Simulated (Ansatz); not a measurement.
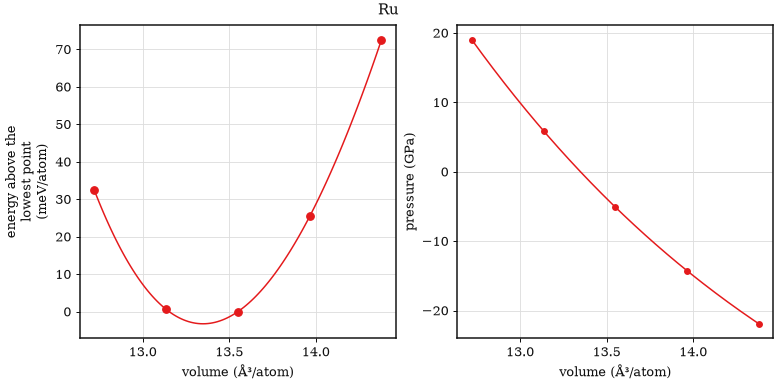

The plot gives the computed energy above the lowest point and pressure against volume for Ru, space group Fm-3m (No. 225) (one of a set of cubic test structures, which need not be the stable phase).

Computed with Ansatz 0.2.0 development build: equation of state of a cubic crystal from periodic Kohn-Sham density functional theory without spin, third-order Birch-Murnaghan fit to the free energies; pressure corrected for the finite basis. Level: HSE06.

- structure type: fcc
- atoms in cell: 1
- space group number: 225
- lattice centring: face-centred primitive
- k mesh: 6×6×6
- occupation method: Fermi–Dirac
- occupation width: 0.1 eV
- wave cutoff: 700 eV
- datasets: hard PAW
- density tolerance: 0 eV
- bands: 12
- density cutoff ratio: 4
- search for lower states: default
- exchange singularity: regularized

Q: Give the fitted equation-of-state parameters.

A: A third-order Birch–Murnaghan fit gives V0 = 13.35 Å³/atom, B0 = 352 GPa and B′ = 4.8.

Q: What does the pressure do across the range?

A: It falls from 19.0 GPa at volume 12.72 Å³/atom to −21.9 GPa at 14.38 Å³/atom, and changes sign near 13.36 Å³/atom.

Note: coarse k-mesh, values are not converged in k; cubic model structure, not the ambient form; pseudopotentials made with PBE, not this functional.
